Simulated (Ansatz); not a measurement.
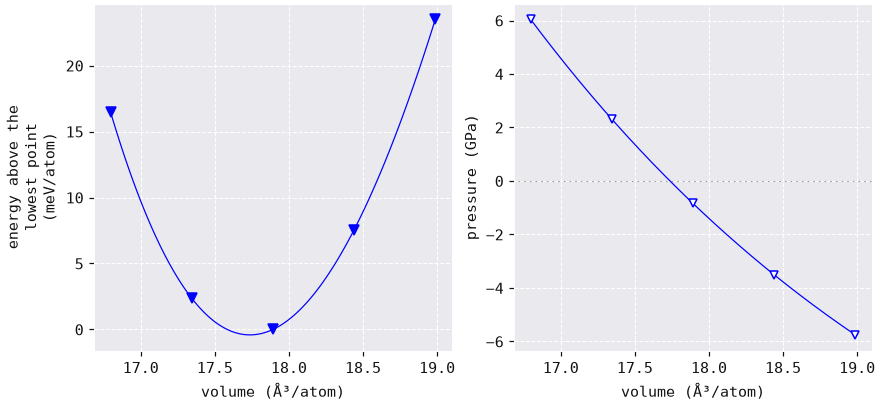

The figure shows the energy above the lowest point and pressure against volume for PbO, space group Fm-3m (No. 225) (one of a set of cubic test structures, which need not be the stable phase).

How it was computed, with Ansatz 0.2.0 development build: equation of state of a cubic crystal from periodic Kohn-Sham density functional theory without spin, third-order Birch-Murnaghan fit to the free energies; pressure corrected for the finite basis. Level: r2SCAN, no spin-orbit coupling.

- structure type: rock salt
- atoms in cell: 2
- space group number: 225
- lattice centring: face-centred primitive
- k mesh: 11×11×11
- occupation method: Fermi–Dirac
- occupation width: 0.1 eV
- wave cutoff: 700 eV
- datasets: hard PAW
- density tolerance: 1e−09 eV
- bands: 18
- density cutoff ratio: 4
- search for lower states: default
- xc grid level: 2

How stiff is the solid, and where is its volume at rest?

Answer. A third-order Birch–Murnaghan fit gives V0 = 17.74 Å³/atom, B0 = 98.3 GPa and B′ = 4.4.

What does the pressure do across the range?

Answer. It falls from 6.0 GPa at volume 16.80 Å³/atom to −5.8 GPa at 18.99 Å³/atom, and changes sign near 17.75 Å³/atom.

Keep in mind: cubic model structure, not the ambient form; modest k-mesh, values are not fully converged in k; no spin-orbit coupling with 6p elements; pseudopotentials made with PBE, not this functional.
